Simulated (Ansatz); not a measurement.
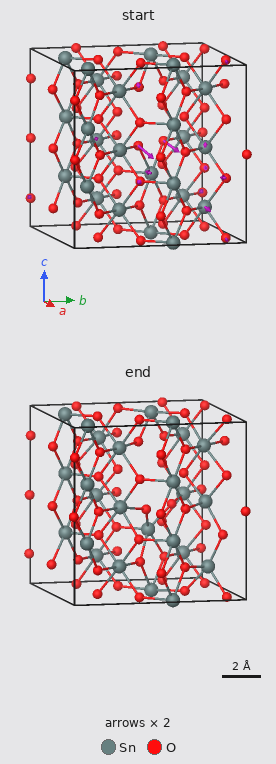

The structure of a defect cell of composition Sn23O47 before (top) and after (bottom) a relaxation, at one scale. The purple arrows give the displacements, magnified 2 times.

Style: ball-and-stick. Shown: the cell of the calculation (origin shifted), slightly off an axis.

All numbers below come from DFT, PBEsol, PAW, plane waves in Ansatz. Settings: plane-wave cutoff 420 eV; k-point mesh 1 × 1 × 1; mesh shifted by (0.25, 0.25, 0.25); no spin polarisation; atoms relaxed in a fixed cell; force threshold 0.03 eV/Å; at most 80 steps.

### Describe what moved and what it gained.

The energy falls by 2.783 eV per cell of the calculation in 6 geometry steps. Largest force component: 3 eV/Å at the start, 0.02 eV/Å at the end. An O atom moves most: 0.61 Å along [1 1 −1]. By element the largest moves are O 0.61 Å, Sn 0.24 Å. The cell doesn't change. Among the contacts that change: O–Sn 2.080 → 2.243 Å, O–Sn 2.119 → 1.977 Å, O–Sn 2.107 → 2.007 Å, O–Sn 2.076 → 1.977 Å. Among the angles between lasting bonds that change: O–Sn–O 178.8° → 151.6°, O–Sn–O 88.9° → 110.1°, Sn–O–Sn 102.0° → 120.1°.
